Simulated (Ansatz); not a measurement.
## Electronic structure of Bi₂Se₃ in real space

```cif
data_structure
_symmetry_space_group_name_H-M 'P 1'
_symmetry_Int_Tables_number 1
_cell_length_a 7.2632
_cell_length_b 4.1892
_cell_length_c 10.9951
_cell_angle_alpha 90.000
_cell_angle_beta 103.216
_cell_angle_gamma 90.000
_cell_volume 325.68
loop_
_atom_site_label
_atom_site_type_symbol
_atom_site_fract_x
_atom_site_fract_y
_atom_site_fract_z
_atom_site_occupancy
Bi1 Bi 0.89612 0.50000 0.18209 1
Bi2 Bi 0.39612 0.00000 0.18209 1
Bi3 Bi 0.10388 0.50000 0.81791 1
Bi4 Bi 0.60388 0.00000 0.81791 1
Se1 Se 0.50000 0.50000 0.00000 1
Se2 Se 0.00000 0.00000 0.00000 1
Se3 Se 0.72011 0.50000 0.67180 1
Se4 Se 0.22011 0.00000 0.67180 1
Se5 Se 0.27989 0.50000 0.32820 1
Se6 Se 0.77989 0.00000 0.32820 1
```

Space group C2/m; a structure from a database of computed crystals, not necessarily the ambient phase; changed on purpose from its base cell (strain along c alone, the other axes held, atoms relaxed: +2.0 %).

These are results of DFT PBE, scalar-relativistic, plane waves, PAW (Ansatz), not measurements.

Core electrons are frozen (PAW), and the valence fields are smoothed inside the atomic spheres.

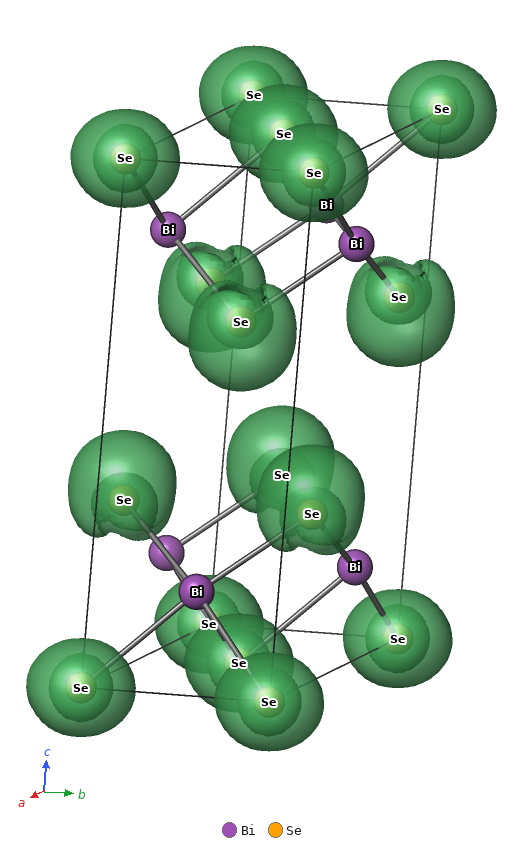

Figure 1. Isosurface of the electron localisation function at 0.75 (green), seen slightly off an axis. Only the valence region is drawn (cores and ρ < 0.01 e/Å³ removed). Sticks mark near contacts.

Where are the electrons localised?

The surface consists of six regions wrapped around Se (the valence shell of each), counted in one cell of 10 atoms. Regions shared between cells count once. Along the contacts the grid gives the following. Bi–Se (2.88 Å): the ELF is about 0.45 at the midpoint and 0.35 at its lowest between the atoms. Bi–Se (3.11 Å): the ELF is about 0.30 at the midpoint.

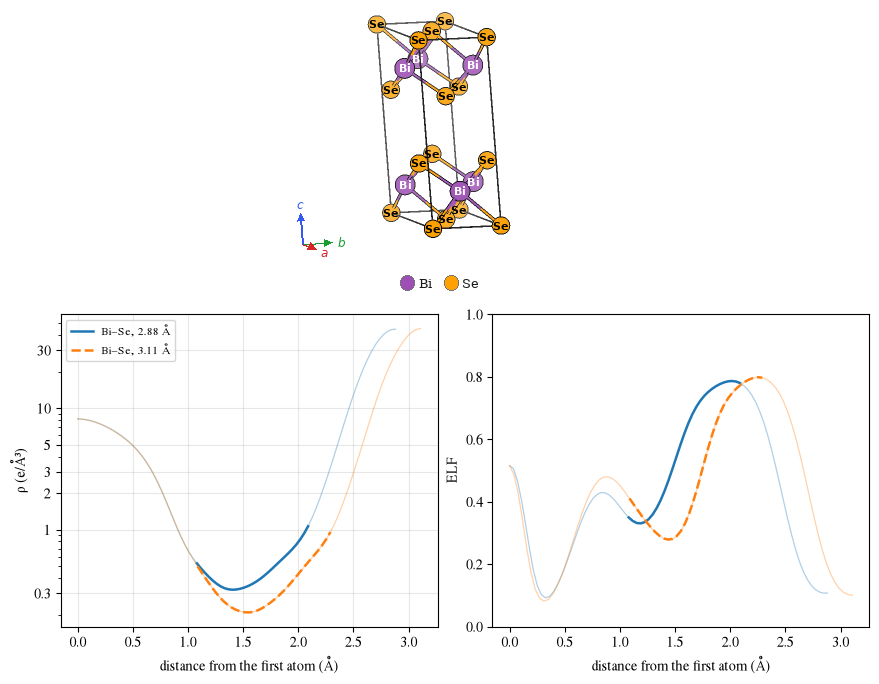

Figure 2. Valence electron density and electron localisation function along straight lines between neighbouring atoms. Thin, pale parts lie inside the atomic spheres. The structure is drawn too.

Compare the contacts.

Bi–Se (2.88 Å): ρ at the midpoint is about 0.32 e/Å³; the ELF is about 0.45 at the midpoint and 0.35 at its lowest between the atoms.
Bi–Se (3.11 Å): ρ at the midpoint is about 0.21 e/Å³; the ELF is about 0.30 at the midpoint.

Does the calculation give a band gap?

It is gapped, with a Kohn–Sham gap of 0.73 eV on the k-point mesh (the band edges may lie off the mesh, which would make the gap smaller).
